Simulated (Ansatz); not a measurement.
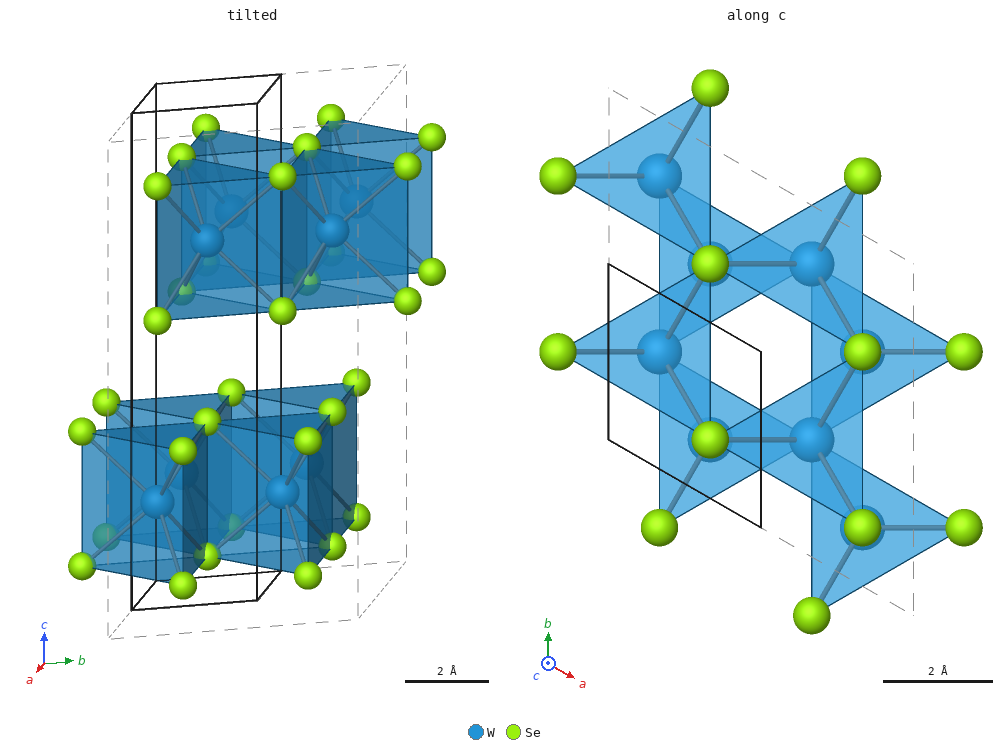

View slightly off an axis and along the c axis, drawn as a polyhedral model. The solid frame is a single unit cell within a 2×2×1 block. Some atoms of the next cells are drawn as well.

In words:

Formula: WSe2. Within 0.01 Å the space group is P6_3/mmc (No. 194), primitive hexagonal: 2H molybdenite (MoS₂) type. The cell has 6 atoms, namely 2 W, 4 Se. The polyhedra are WSe6 trigonal prisms; they share edges. Each W atom is coordinated by six Se in a trigonal prismatic arrangement at about 2.5 Å. Se is linked to three W in a trigonal pyramidal arrangement at about 2.5 Å. Not all metal-metal contacts are counted. The bonds build WSe2 layers parallel to (001).

Origin of the cell: a structure listed in the Materials Project. Earlier steps of the study, as a rule a relaxation of our own, may have changed the cell and positions, so they can lie some per cent off the listed ones. An electronic-structure calculation with Ansatz was run on it.
